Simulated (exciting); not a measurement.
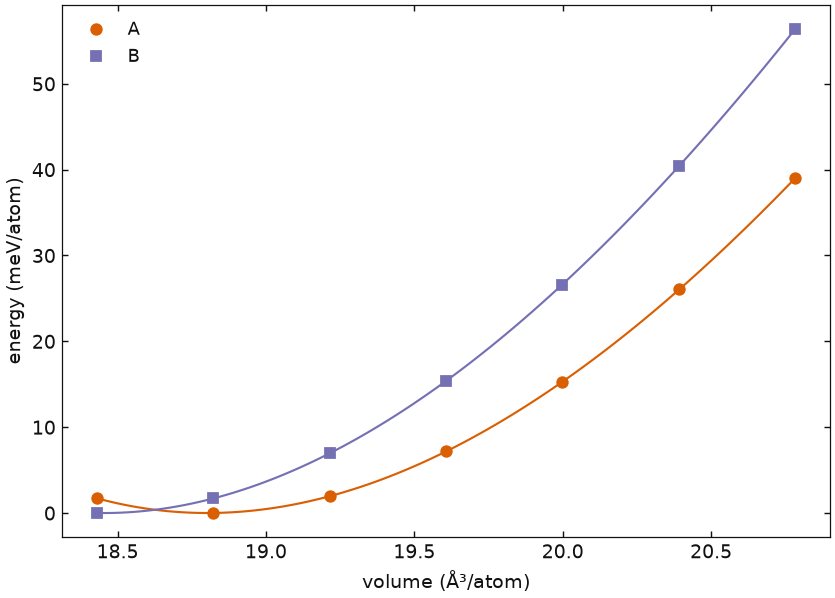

Plotted: energy against volume, with one curve for each functional, for Ge (space group Cmmm). The labels are replaced by letters. In alphabetical order the cases are: LDA-Wigner; PBEsol.

How it was computed, with exciting sodium: all-electron LAPW DFT, no spin polarisation; energies at scaled volumes of the given cell, shape and fractions fixed, counted from the fit's minimum, third-order Birch-Murnaghan fit. All runs: no spin polarisation.

- potentials: all electron LAPW+lo, shipped species files

Which letter stands for which functional?

Answer. A: LDA-Wigner; B: PBEsol.

Note: the fit and the printed pressures don't fully agree, or the minimum lies near the end of the range (PBEsol); shape and atomic fractions are frozen while scaling, which makes layered, chain and framework solids too stiff.
